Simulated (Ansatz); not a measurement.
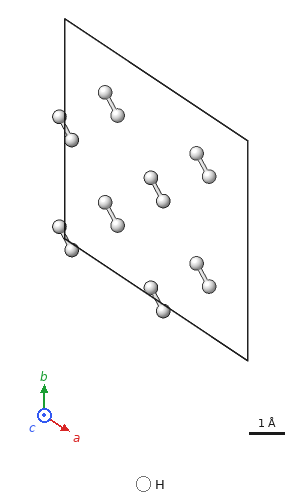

Starting frame of a dynamics run of a 16-atom cell of H (set up in Cmcm). A ball-and-stick model of the simulation cell, seen along the c axis.

All numbers below come from Ansatz 0.2.0, DFT PBE, scalar-relativistic, plane waves, PAW.

Input
```yaml
crystal:
  lattice:
    - [-3.3617284453, 5.5705286923, 0.0]
    - [-3.3617284453, -5.5705286923, 0.0]
    - [3.3617284453, 0.0, 6.4375994428]
  atoms:
    - { symbol: H, position: [0.715853225, 0.783661725, 0.99951495] }
    - { symbol: H, position: [0.715853225, 0.283661725, 0.99951495] }
    - { symbol: H, position: [0.215853225, 0.783661725, 0.99951495] }
    - { symbol: H, position: [0.215853225, 0.283661725, 0.99951495] }
    - { symbol: H, position: [0.284146775, 0.216338275, 0.00048505] }
    - { symbol: H, position: [0.284146775, 0.716338275, 0.00048505] }
    - { symbol: H, position: [0.784146775, 0.216338275, 0.00048505] }
    - { symbol: H, position: [0.784146775, 0.716338275, 0.00048505] }
    - { symbol: H, position: [0.533661725, 0.465853225, 0.49951495] }
    - { symbol: H, position: [0.533661725, 0.965853225, 0.49951495] }
    - { symbol: H, position: [0.033661725, 0.465853225, 0.49951495] }
    - { symbol: H, position: [0.033661725, 0.965853225, 0.49951495] }
    - { symbol: H, position: [0.466338275, 0.534146775, 0.50048505] }
    - { symbol: H, position: [0.466338275, 0.034146775, 0.50048505] }
    - { symbol: H, position: [0.966338275, 0.534146775, 0.50048505] }
    - { symbol: H, position: [0.966338275, 0.034146775, 0.50048505] }
basis:
  ecutwfc: 420
kpoints:
  mp_grid: { grid: [2, 2, 2], shift: [0.5, 0.5, 0.5] }
hamiltonian:
  xc: pbe
scf:
  occupations: { method: fermi_dirac, width: 0.1551 }
  lower_state_search: "off"
  convergence: { dr2_threshold: 1.0e-07 }
output:
  forces: true
  stress: true
md:
  timestep: 0.5
  n_steps: 150
  ensemble: nvt_langevin
  temperature: 1800.0
  initial_velocities: maxwell_boltzmann
  seed: 1095
  friction: 0.05
```

Run as
```bash
ansatz run input.yaml --threads 4 --pin off --max-ram 5120MiB --backend cpu --events-out ev --progress --plain --runs-dir out
```

Q: Predict how the run goes.

A: The mean temperature in the second half is 1488 K (standard deviation 305 K). The potential energy in the second half lies on average 62.5 meV per atom above the first frame. The mean pressure there is 1.3 GPa. In the second half of the run the atoms are, in the root-mean-square, this far from where they began (common drift taken out): H 1.02 Å. The molecules turn and drift from their places.

Along the run (each row but the first and the last is the mean over the interval that it begins):

```
time (fs)  potential energy (meV/atom)  T (K)  p (GPa)
      0.0                          0.0   1688      1.5
     12.5                         37.3   1530      1.0
     25.0                         57.7   1345      1.2
     37.5                         62.8   1268      1.2
     50.0                         63.5   1433      1.3
     62.5                         60.4   1758      1.4
     75.0                         85.1   1641      1.4
```

The paths of the atoms:

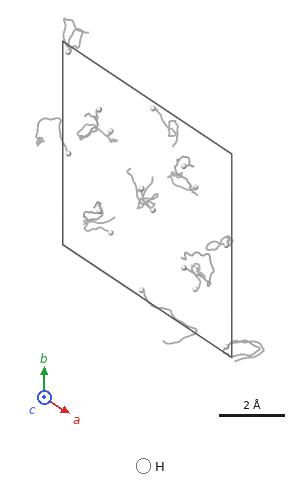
